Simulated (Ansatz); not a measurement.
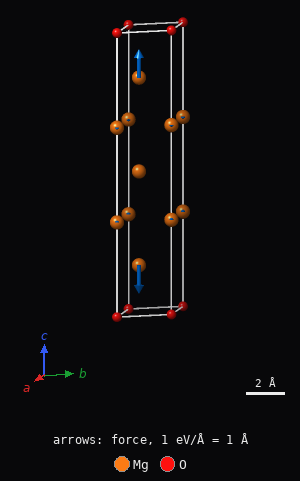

Starting geometry of a crystal of Mg₅O (a generated structure, set up in P-6m2) (coarse preliminary run) with the computed forces as blue arrows. The picture is a ball-and-stick view of the cell of the calculation, seen slightly off an axis.

Level of theory: Ansatz 0.2.0, DFT PBE, scalar-relativistic, plane waves, PAW.

The input:
```yaml
crystal:
  lattice:
    - [3.07013435, 0.0, 0.0]
    - [-1.53506718, 2.65881434, 0.0]
    - [0.0, 0.0, 15.36260245]
  atoms:
    - { symbol: Mg, position: [0.66666667, 0.33333333, 0.16976275] }
    - { symbol: Mg, position: [0.0, 0.0, 0.33336717] }
    - { symbol: Mg, position: [0.66666667, 0.33333333, 0.5] }
    - { symbol: Mg, position: [0.0, 0.0, 0.66663283] }
    - { symbol: Mg, position: [0.66666667, 0.33333333, 0.83023725] }
    - { symbol: O, position: [0.0, 0.0, 0.0], spin: 1.0 }
basis:
  ecutwfc: 420
kpoints:
  mp_grid: { grid: [6, 6, 1] }
hamiltonian:
  xc: pbe
scf:
  occupations: { method: gaussian, width: 0.1 }
  lower_state_search: "off"
output:
  forces: true
  stress: true
  eigenvalues: true
  populations: true
magnetization:
  spin_polarized: true
relax:
  adjacent_minimum: "off"
  f_tol: 0.04
  max_steps: 70
  cell: { stress_tol: 0.4 }
```

Launched with:
```bash
ansatz run input.yaml --threads 1 --pin off --max-ram 2560MiB --backend cpu --events-out ev --progress --plain --runs-dir out
```

> Is this structure relaxed? If not, where do the atoms go?

It isn't relaxed: the largest force vector, on Mg atoms, is 1.56 eV/Å. The atoms end up moving mostly along the starting forces (cosine between the two patterns 0.85). Over 9 accepted moves (10 points after the start) the energy falls by 941 meV per atom. Largest force component: 1.6 eV/Å at the start, 0.0055 eV/Å at the end. Pressure: 0.06 GPa at the start and −0.08 GPa at the end. At 1 point the geometry stayed and the basis and grid were re-selected for the new cell (energy shift of 0.5 meV per atom at most each time). The largest moves relative to the cell, 0.93 Å, are those of Mg1 and Mg5. Mg1 goes along −c. O stays in place. Cell: a = b 3.070 → 3.098 Å (+0.9 %), c 15.363 → 13.269 Å (−13.6 %). Volume −12.1 %. Some distances before and after: Mg1–Mg5 5.216 → 2.644 Å, Mg1–O6 3.153 → 2.224 Å. New bonds form: Mg1–O6 (3.15 → 2.22 Å), Mg5–O6 (3.15 → 2.22 Å). The space group stays P-6m2 (No. 187). The program noted that the starting moments weren't kept.
